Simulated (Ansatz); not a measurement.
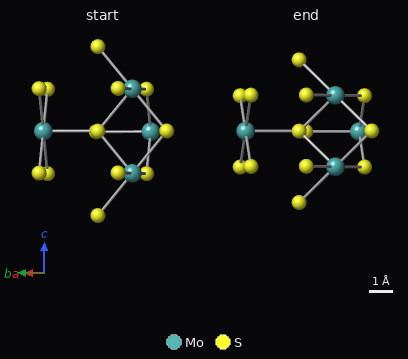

The structure of a crystal of MoS₂ (built on the MgF2-58 type type) before (left) and after (right) a relaxation, at one scale.

A ball-and-stick model of the atoms within 4.2 Å of the atom that moves most (axes of the cell of the calculation), seen from a free direction.

Method: Ansatz 0.2.0, DFT, PBEsol, plane waves, PAW.

Input
```yaml
crystal:
  lattice:
    - [5.51435212, 0.0, 0.0]
    - [0.0, 5.62238128, 0.0]
    - [0.0, 0.0, 3.6718967]
  atoms:
    - { symbol: Mo, position: [0.5, 0.5, 0.5] }
    - { symbol: Mo, position: [0.0, 0.0, 0.0] }
    - { symbol: S, position: [0.785832, 0.179816, 0.5] }
    - { symbol: S, position: [0.214168, 0.820184, 0.5] }
    - { symbol: S, position: [0.285832, 0.320184, 0.0] }
    - { symbol: S, position: [0.714168, 0.679816, 0.0] }
kpoints:
  mp_grid: { grid: [4, 4, 6] }
hamiltonian:
  xc: pbesol
scf:
  occupations: { method: fermi_dirac, width: 0.03 }
relax:
  f_tol: 0.01
  cell: {}
  max_steps: 120
output:
  write_density: true
  write_potential: true
  elf: true
  volumetric_format: npy
```

Command:
```bash
ansatz run input.yaml --threads 2 --pin off --max-ram 29491MiB --backend cpu --events-out ev --progress --plain --runs-dir out
```

### Summarise the run.

The largest moves relative to the cell, 0.58 Å, are those of S3, S4, S5 and S6. S6 goes along [2 −1 0]. Mo stays in place. The drawn cell changes as follows: a 5.514 → 5.166 Å (−6.3 %), b 5.622 → 5.948 Å (+5.8 %), c 3.672 → 3.101 Å (−15.5 %); the volume changes by −16.3 %. Some distances before and after: S3–S4 3.745 → 2.503 Å, Mo1–S3 2.393 → 2.365 Å, Mo1–S5 2.406 → 2.390 Å. Bond angles that change, for instance: Mo2–S3–Mo2 99.5° → 80.9°, S5–Mo1–S6 80.5° → 99.1°, S5–Mo1–S5 99.5° → 80.9°. The space group stays Pnnm (No. 58). The energy falls by 259 meV per atom in 10 accepted moves (13 points after the start). Largest force component: 0.37 eV/Å at the start, 0.0002 eV/Å at the end. Pressure: −4.43 GPa at the start and 0.00 GPa at the end. The line search rejected the trial step at point 6 of the run. At 2 points the geometry stayed and the basis and grid were re-selected for the new cell (energy shift of 0.2 meV per atom at most each time).
